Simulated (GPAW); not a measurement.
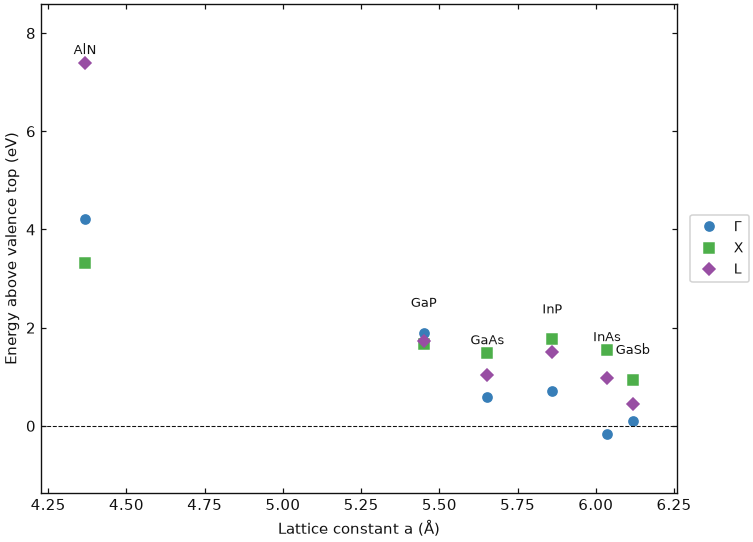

Lowest conduction level at each named k point, counted from the valence-band top at Γ, for six zincblende crystals against the lattice constant, each in its database cell. A negative value at Γ means that the s-like level, then filled, lies under the p-like triplet: the bands are inverted and there is no gap. All by GPAW with PBE, without spin-orbit coupling, no moments; potentials: GPAW PAW data sets (gpaw-data 1.2.1).

Does the value at Γ follow the lattice constant?

Closely: it falls by about 2.5 eV per Å (correlation −0.98). More than one element changes from compound to compound, so size isn't the only cause. The lowest value is −0.16 eV (InAs) and the highest 4.20 eV (AlN).

With the valence top at Γ, which of these have their lowest conduction level there too?

GaAs, InP and GaSb (direct among these points); AlN has it at X and GaP has it at X or L. InAs is inverted, with no gap.

| compound | a (Å) | k mesh | Γ (eV) | X (eV) | L (eV) |
| --- | --- | --- | --- | --- | --- |
| AlN | 4.368 | 10×10×10 | 4.20 | 3.31 | 7.39 |
| GaP | 5.451 | 8×8×8 | 1.90 | 1.67 | 1.73 |
| GaAs | 5.654 | 8×8×8 | 0.59 | 1.48 | 1.05 |
| InP | 5.861 | 8×8×8 | 0.71 | 1.76 | 1.50 |
| InAs | 6.036 | 8×8×8 | −0.16 | 1.54 | 0.97 |
| GaSb | 6.118 | 8×8×8 | 0.09 | 0.94 | 0.44 |

Spin-orbit coupling is left out, which matters for Sb, In and As. LDA, GGA and most meta-GGA functionals understate gaps. GaP and GaAs: the potentials hold the d shell of Ga in the core, which widens gaps. The usual form of AlN is wurtzite. GaP: measured GaP has its conduction bottom near X; the order of its valleys hangs on the functional and the volume. Measured InAs has a positive gap at its own volume; this functional understates it. The cells are as the databases list them, so they lie at different pressures for this functional.
